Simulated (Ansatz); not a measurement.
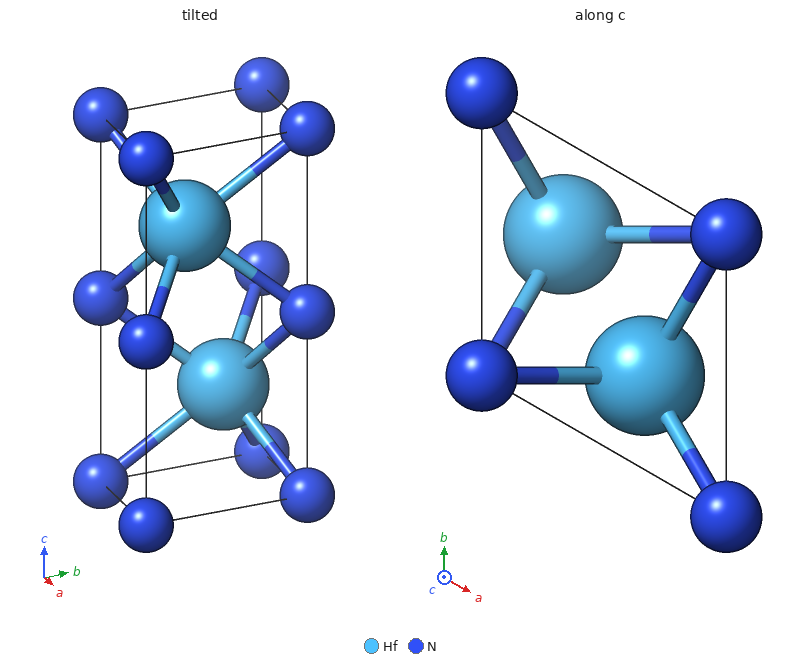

Ball-and-stick model, viewed slightly off an axis and along the c axis. The conventional unit cell is drawn as a box. Cell: a = 3.16 Å, b = 3.16 Å, c = 5.45 Å, α = 90.00°, β = 90.00°, γ = 120.00°.

Origin of the cell: a structure listed in the Materials Project. Earlier steps of the study may have refined or changed the cell and positions. A calculation with Ansatz used it as input.

What is this?

The solid is HfN. The structure has P6_3/mmc (No. 194) symmetry and a primitive hexagonal lattice. Among the common structure types it is anti-NiAs type. It has 4 atoms to the cell (2 Hf, 2 N). The numbers of neighbours within bonding distance are Hf 12 and N 6. Not all metal-metal contacts are counted.

Method used: DFT PBE, scalar-relativistic, plane waves, PAW in Ansatz. It ran with E_cut = 420 eV, an 18×18×8 mesh of k-points, Gaussian smearing of 0.1 eV, no spin polarisation.

What is the band gap, if any?

A metal: bands cross the Fermi level.

What does a Bader analysis give?

Hf +1.85 e; N -1.85 e.

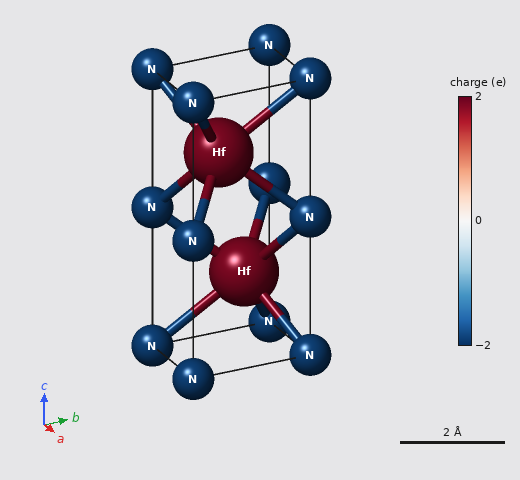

The atoms coloured by those charges. The run's cell of 4 atoms is drawn.

Does this geometry sit at a stationary point of the energy?

Yes. All forces vanish to within 0.01 eV/Å. The pressure is 0.0 GPa, close to zero.
